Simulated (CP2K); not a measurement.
# A series of single points on Al

System: Al (Pm-3m, 1 atom in the cell).
Method: Kohn-Sham DFT of a periodic cell, PBEsol, GTH-PBE with UZH-TZVP basis, no spin polarisation (CP2K 2026.2).

The 6 runs differ only in the geometry, by an even scaling of the cell at fixed fractional positions. The structure was built on a prototype by a generator; it need not be a known phase.

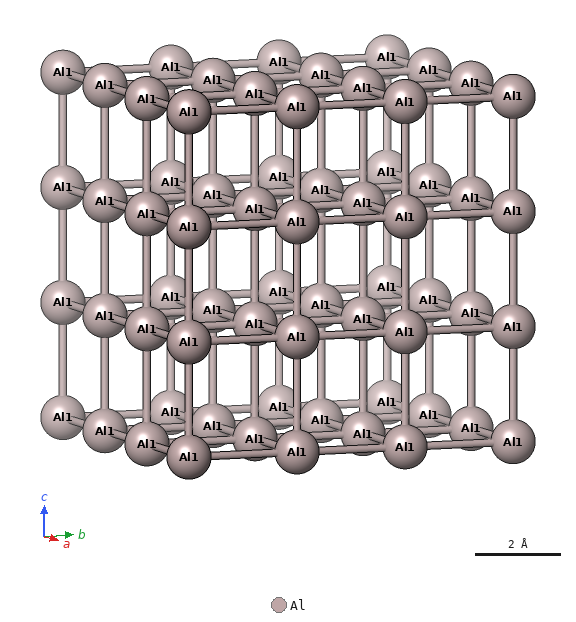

Figure 1. The structure of run 4 (ball-and-stick view of the cell of the calculation, repeated 3 × 3 × 3, seen slightly off an axis; atoms are numbered from 1 in the order of the input). An atom can appear more than once, as a periodic image.

### Input of run 4
```
&GLOBAL
  PROJECT al_eos
  RUN_TYPE ENERGY_FORCE
  PRINT_LEVEL LOW
&END GLOBAL
&FORCE_EVAL
  METHOD QS
  STRESS_TENSOR ANALYTICAL
  &DFT
    BASIS_SET_FILE_NAME BASIS_MOLOPT_UZH
    POTENTIAL_FILE_NAME POTENTIAL_UZH
    WFN_RESTART_FILE_NAME previous-RESTART.kp
    &MGRID
      CUTOFF 450
      REL_CUTOFF 60
      NGRIDS 5
    &END MGRID
    &QS
      METHOD GPW
      EPS_DEFAULT 1.0E-9
    &END QS
    &KPOINTS
      SCHEME MONKHORST-PACK 10 10 10
      GAMMA_CENTERED T
      SYMMETRY T
      SYMMETRY_BACKEND SPGLIB
    &END KPOINTS
    &SCF
      SCF_GUESS RESTART
      EPS_SCF 1.0E-6
      MAX_SCF 100
      ADDED_MOS 8
      CHOLESKY OFF
      EPS_EIGVAL 1.0E-7
      &DIAGONALIZATION ON
        ALGORITHM STANDARD
      &END DIAGONALIZATION
      &MIXING ON
        METHOD BROYDEN_MIXING
        ALPHA 0.4
        BETA 1.5
        NBUFFER 8
      &END MIXING
      &SMEAR ON
        METHOD FERMI_DIRAC
        ELECTRONIC_TEMPERATURE 580.23
      &END SMEAR
    &END SCF
    &XC
      &XC_FUNCTIONAL
        &GGA_X_PBE_SOL
        &END GGA_X_PBE_SOL
        &GGA_C_PBE_SOL
        &END GGA_C_PBE_SOL
      &END XC_FUNCTIONAL
    &END XC
    &PRINT
      &KPOINTS ON
      &END KPOINTS
      &MULLIKEN ON
      &END MULLIKEN
      &MO ON
        ENERGIES T
        OCCUPATION_NUMBERS T
        &EACH
          QS_SCF 0
        &END EACH
        ADD_LAST NUMERIC
      &END MO
    &END PRINT
  &END DFT
  &SUBSYS
    &CELL
      A 2.7397854260 0.0000000000 0.0000000000
      B 0.0000000000 2.7397854260 0.0000000000
      C 0.0000000000 0.0000000000 2.7397854260
      PERIODIC XYZ
    &END CELL
    &COORD
      SCALED
      Al  0.0000000000 0.0000000000 0.0000000000
    &END COORD
    &KIND Al
      BASIS_SET TZVP-MOLOPT-PBE-GTH-q3
      POTENTIAL GTH-PBE-q3
    &END KIND
    &PRINT
      &ATOMIC_COORDINATES ON
      &END ATOMIC_COORDINATES
      &CELL ON
      &END CELL
    &END PRINT
  &END SUBSYS
  &PRINT
    &FORCES ON
    &END FORCES
    &STRESS_TENSOR ON
    &END STRESS_TENSOR
  &END PRINT
&END FORCE_EVAL
```

Command:
```bash
OMP_NUM_THREADS=1 cp2k.psmp -i al_eos.inp -o al_eos.out
```

Lattice vectors (Å) and fractional positions of run 4:
```
   2.739785    0.000000    0.000000
   0.000000    2.739785    0.000000
   0.000000    0.000000    2.739785
Al  0.000000  0.000000  0.000000
```

Run 3 differs from it as follows:
```diff
-      A 2.7397854260 0.0000000000 0.0000000000
-      B 0.0000000000 2.7397854260 0.0000000000
-      C 0.0000000000 0.0000000000 2.7397854260
+      A 2.7034926040 0.0000000000 0.0000000000
+      B 0.0000000000 2.7034926040 0.0000000000
+      C 0.0000000000 0.0000000000 2.7034926040
```

### Results, with one run withheld

```csv
run,volume per atom (Å³),"free energy per atom, from the lowest run given (meV)",pressure (GPa)
1,18.953,13.81,4.02
2,19.356,5.54,2.59
3,19.759,?,?
4,20.566,0.00,−1.00
5,20.969,3.84,−2.03
6,21.373,10.14,−2.96
```

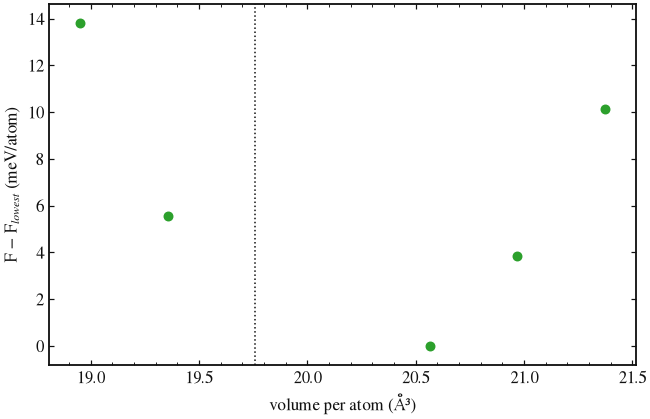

Figure 2. Free energy per atom of the runs given; the dotted line marks run 3.

Fit the runs given and predict run 3.

A cubic polynomial in V^(−2/3) (the Birch–Murnaghan form), fitted to the 5 runs given, misses them by at most 0.01 meV per atom. With x = V^(−2/3) − 0.13479 Å⁻², it reads F = −1.1392 − 24.788 x + 4.4704e+05 x² − 1.874e+06 x³ (meV per atom). At run 3 it gives 0.64 meV per atom, and the run itself gives 0.65. The slope of the fit gives a pressure −dF/dV of 1.31 GPa there, and the run prints 1.32 GPa. The fit has its minimum at 20.201 Å³ per atom, where V d²F/dV² gives 57.3 GPa: the bulk modulus at this level, since symmetry fixes the shape and the positions.

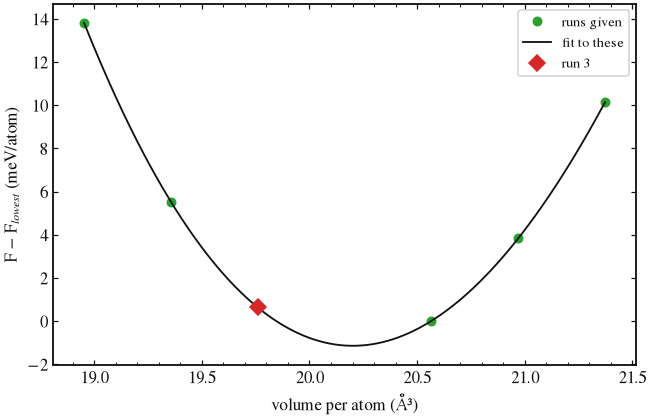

Figure 3. The fit and the withheld run.

### Some lines of the output (run 3)
```
[...]
 CELL| Volume [angstrom^3]:                                            19.759482
 CELL_REF| Volume [angstrom^3]:                                        19.759482
                        Smear method:                                FERMI_DIRAC
  Step     Update method      Time    Convergence         Total energy    Change
  Fermi energy:                                                 0.18630187893436
  Total energy:                                                -2.05585818971477
  Total energy (extrapolated to T->0):                         -2.05577252295896
 MO| E(Fermi):            0.186302 a.u.          5.069532 eV
```
